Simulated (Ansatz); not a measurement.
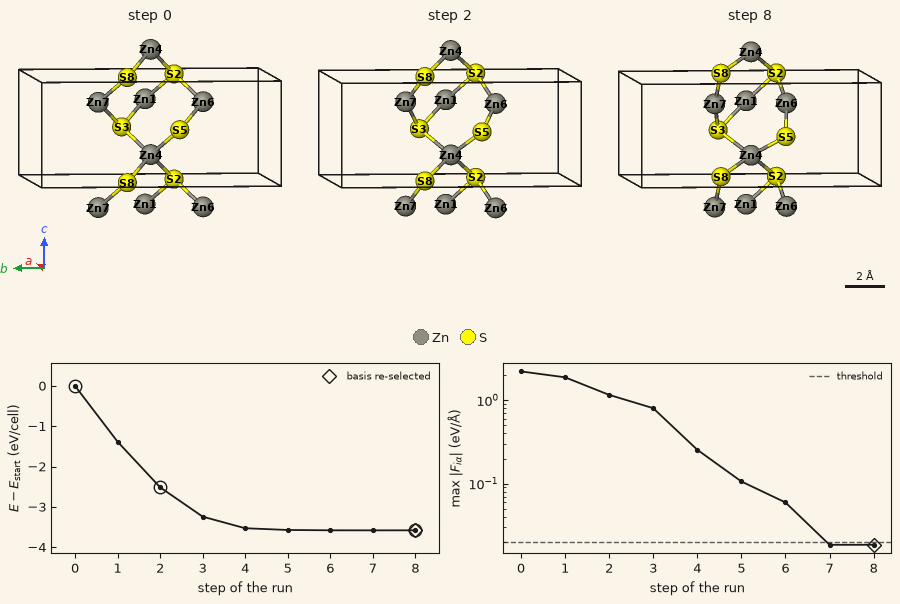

Frames of a relaxation of a wire of composition ZnS, marked on the history of the run. Style: ball-and-stick. Shown: the cell of the calculation, with the vacuum cut short, from a free direction.

Case: wire along [0 0 1], 8 atoms a period.

Computed with DFT PBE, scalar-relativistic, plane waves, PAW (Ansatz). Settings: plane-wave cutoff 420 eV; k-point mesh 1 × 1 × 6; occupations gaussian; smearing width 0.05 eV; collinear spin; cell relaxed at fixed a, b, alpha, beta, gamma; force threshold 0.02 eV/Å; at most 45 steps.

**Describe the path.**

After 7 accepted moves (8 points after the start) the energy has fallen by 3.581 eV per cell of the calculation. Largest force component: 2.2 eV/Å at the start, 0.019 eV/Å at the end. At 1 point the geometry stayed and the basis and grid were re-selected for the new cell (energy shift of 1.0 meV per cell of the calculation at most each time). The largest moves relative to the layer's centre, 0.86 Å, are those of Zn6 and Zn7. By element the largest moves are Zn 0.86 Å, S 0.45 Å. Along the periodic axis the drawn cell goes c 5.443 → 5.347 Å (−1.8 %). Near-neighbour distances that change, for instance: S2–Zn4 2.357 → 2.646 Å, S5–Zn6 2.357 → 2.116 Å, Zn1–S2 2.357 → 2.166 Å, S2–Zn6 2.357 → 2.220 Å. Bond angles that change, for instance: S3–Zn7–S8 109.5° → 163.1°, S2–Zn1–S3 109.5° → 152.8°, Zn1–S3–Zn7 109.5° → 80.7°. The program noted that the starting moments weren't kept. From step 0 to 2: Zn atoms move most (0.39 Å), energy −2.514 eV per cell of the calculation. From step 2 to 8: Zn atoms move most (0.48 Å), energy −1.067 eV per cell of the calculation.

```csv
step,"E − E(0), meV/atom","largest force component, eV/Å",note
0,0.00,2.2116,
1,-172.87,1.8802,
2,-314.23,1.1583,
3,-405.15,0.8026,
4,-441.15,0.2548,
5,-446.53,0.1062,
6,-447.55,0.0596,
7,-447.71,0.0185,
8,-447.58,0.0185,"same geometry, new basis"
```
